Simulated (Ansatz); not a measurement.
A series of calculations on Sc3Al

Part 1: Relaxation

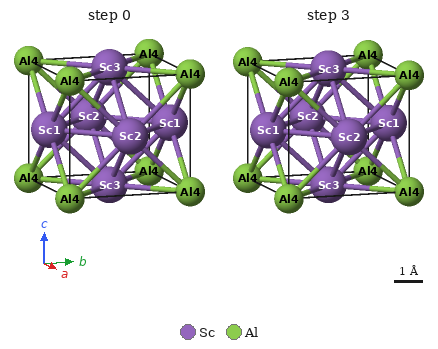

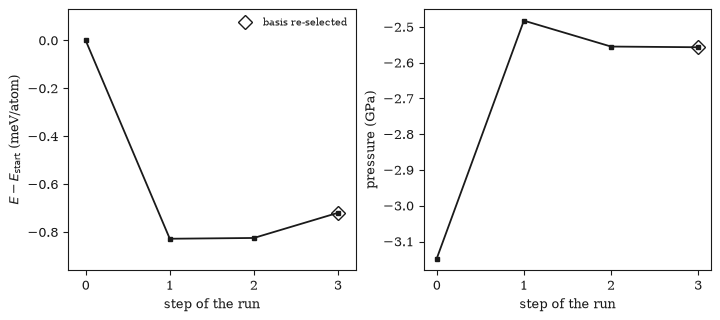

First and last geometry of a relaxation of crystalline Sc₃Al (set up in P4/mmm), with the history of the run. A ball-and-stick model of the cell of the calculation, seen slightly off an axis.

Case: biaxial strain in the a-b plane of +4.0 %; c and atoms relaxed.

Level of theory: Ansatz 0.2.0, DFT r2SCAN, scalar-relativistic, plane waves, PAW.

The input:
```yaml
crystal:
  lattice:
    - [4.6039805164, 0.0, 0.0]
    - [0.0, 4.6039805164, 0.0]
    - [0.0, 0.0, 4.3206586385]
  atoms:
    - { symbol: Sc, position: [0.5, 0.0, 0.5] }
    - { symbol: Sc, position: [0.0, 0.5, 0.5] }
    - { symbol: Sc, position: [0.5, 0.5, 0.0] }
    - { symbol: Al, position: [0.0, 0.0, 0.0] }
basis:
  ecutwfc: 500
kpoints:
  mp_grid: { grid: [12, 12, 12] }
hamiltonian:
  xc: r2scan
scf:
  occupations: { method: gaussian, width: 0.1 }
output:
  forces: true
  stress: true
  eigenvalues: true
relax:
  adjacent_minimum: "off"
  f_tol: 0.008
  max_steps: 40
  cell: { stress_tol: 0.015, fix: [a, b, gamma] }
```

Launched with:
```bash
ansatz run input.yaml --threads 1 --pin off --max-ram 2560MiB --backend cpu --events-out ev --progress --plain --runs-dir out
```

Q: Read the history and describe the run.

A: It converged. The atoms keep their places relative to the cell (all moves are under 0.005 Å). Cell: a = b unchanged at 4.604 Å, c 4.321 → 4.275 Å (−1.0 %). Volume −1.0 %. Among the contacts that change: Sc1–Al4 3.157 → 3.141 Å, Sc1–Sc3 3.157 → 3.141 Å. The space group stays P4/mmm (No. 123). After 2 accepted moves (3 points after the start) the energy has fallen by 0.7 meV per atom. All forces vanish by symmetry, so only the cell relaxes. The pressure goes from −3.15 to −2.56 GPa. The SCF was repeated once at an unchanged geometry on a basis and grid sized afresh for the cell, which shifted the energy by 0.1 meV per atom at most.

Part 2: Relaxation

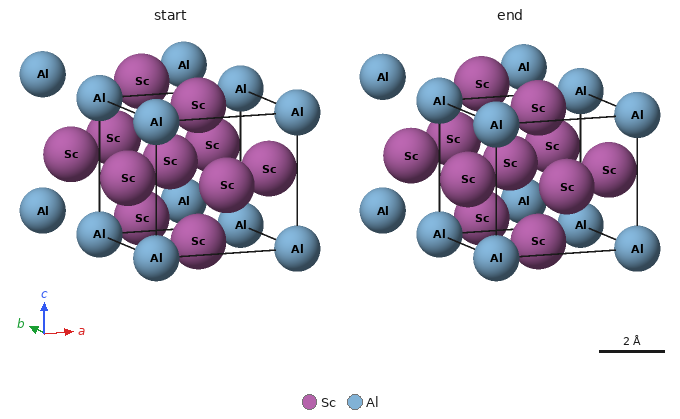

The structure of a crystal of Sc₃Al (set up in P4/mmm) before (left) and after (right) a relaxation, at one scale.

The picture is a spheres-only view of the cell of the calculation, repeated 1 × 2 × 1 with one cell outlined, seen slightly off an axis.

Case: biaxial strain in the a-b plane of +6.0 %; c and atoms relaxed.

Theory: DFT r2SCAN, scalar-relativistic, plane waves, PAW (Ansatz). (plane-wave cutoff 500 eV; k-point mesh 12 × 12 × 12; occupations gaussian; smearing width 0.1 eV; no spin polarisation; cell relaxed at fixed a, b, gamma; force threshold 0.008 eV/Å; at most 40 steps)

> Summarise the run.

No atom moves by more than 0.005 Å relative to the cell. Cell: a = b unchanged at 4.693 Å, c 4.268 → 4.187 Å (−1.9 %). Volume −1.9 %. Near-neighbour distances that change, for instance: Al–Sc 3.171 → 3.144 Å, Sc–Sc 3.171 → 3.144 Å. The space group stays P4/mmm (No. 123). After 2 accepted moves (3 points after the start) the energy has fallen by 2.1 meV per atom. All forces vanish by symmetry, so only the cell relaxes. Pressure: −4.40 GPa at the start and −3.39 GPa at the end. At 1 point the geometry stayed and the basis and grid were re-selected for the new cell (energy shift of 0.2 meV per atom at most each time).

Part 3: A change

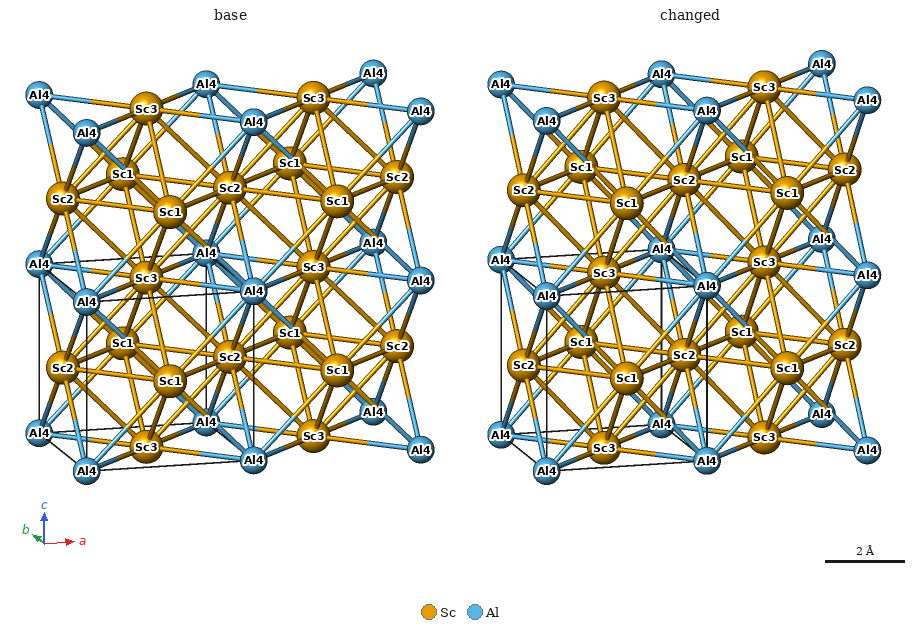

Left: solid Sc3Al (set up in Pm-3m). Right: the same structure after one change, at the same scale. A ball-and-stick model of the cell of the calculation, repeated 2 × 1 × 2 with one cell outlined, seen slightly off an axis.

Level of theory: Ansatz, DFT r2SCAN, scalar-relativistic, plane waves, PAW. Settings: plane-wave cutoff 500 eV; k-point mesh 12 × 12 × 12; occupations gaussian; smearing width 0.1 eV; no spin polarisation.

**What was changed?**

Biaxial strain in the a–b plane, −4.0 %, is applied. The c axis and the atoms are relaxed.

**And its effect?**

It costs 26.9 meV per atom. Pressure: 0.0 GPa before, 3.4 GPa after. The principal stresses (compression positive) are 0.0 GPa along c and 5.2 GPa across it. Cell: a = b 4.427 → 4.250 Å (−4.0 %), c 4.427 → 4.584 Å (+3.6 %). Volume −4.6 %. The atoms keep their places relative to the cell (all moves are under 0.005 Å). Near-neighbour distances before and after: Al–Sc 3.130 → 3.005 to 3.126 Å, Sc–Sc 3.130 → 3.005 to 3.126 Å. The space group (tolerance 0.01 Å) goes from Pm-3m (No. 221) to P4/mmm (No. 123).

Part 4: Series

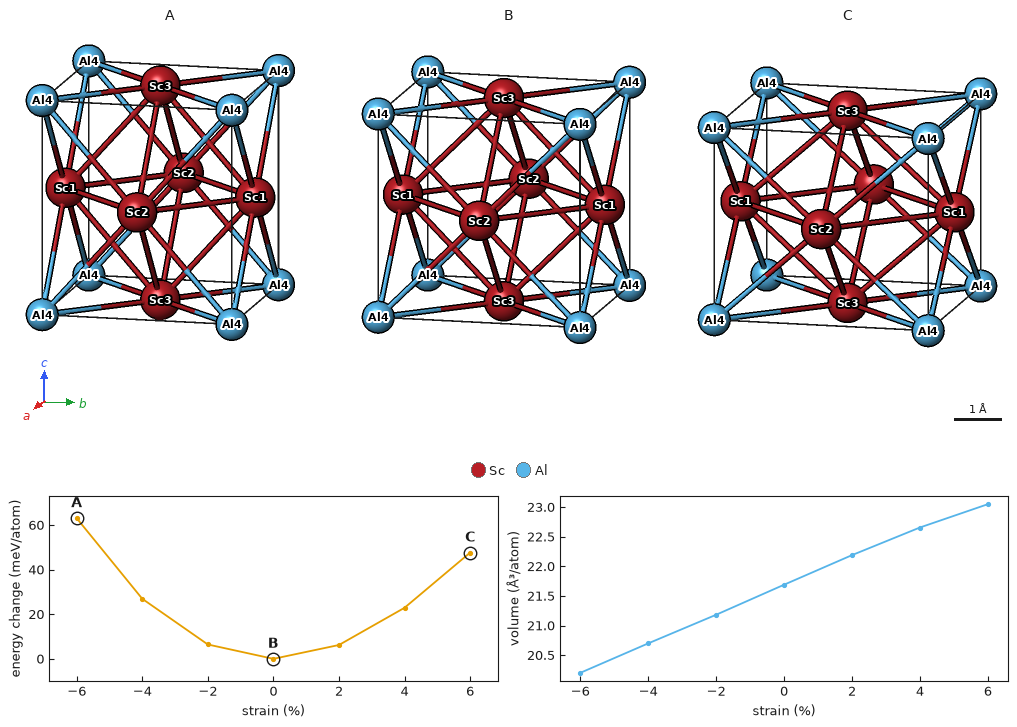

Members of a series of calculations on crystalline Sc$_{3}$Al (set up in Pm-3m), marked on the first curve. Style: ball-and-stick. Shown: the cell of the calculation, slightly off an axis.

Computed with DFT r2SCAN, scalar-relativistic, plane waves, PAW in Ansatz 0.2.0. Set-up: plane-wave cutoff 500 eV; k-point mesh 12 × 12 × 12; occupations gaussian; smearing width 0.1 eV; no spin polarisation.

Describe the series.

Biaxial strain in the a–b plane, c and atoms relaxed. A (strain −6.0 %): energy change 63.0 meV/atom, volume 20.20 Å³ per atom. B (strain 0.0 %): energy change 0.0 meV/atom, volume 21.69 Å³ per atom. C (strain 6.0 %): energy change 47.6 meV/atom, volume 23.05 Å³ per atom. The rest compares A with C. The drawn cell changes as follows: a = b 4.161 → 4.693 Å (+12.8 %), c 4.666 → 4.187 Å (−10.3 %); the volume changes by +14.1 %. Some distances before and after: Al–Sc 2.942 → 3.318 Å, Sc–Sc 2.942 → 3.318 Å, Al–Sc 3.126 → 3.144 Å.
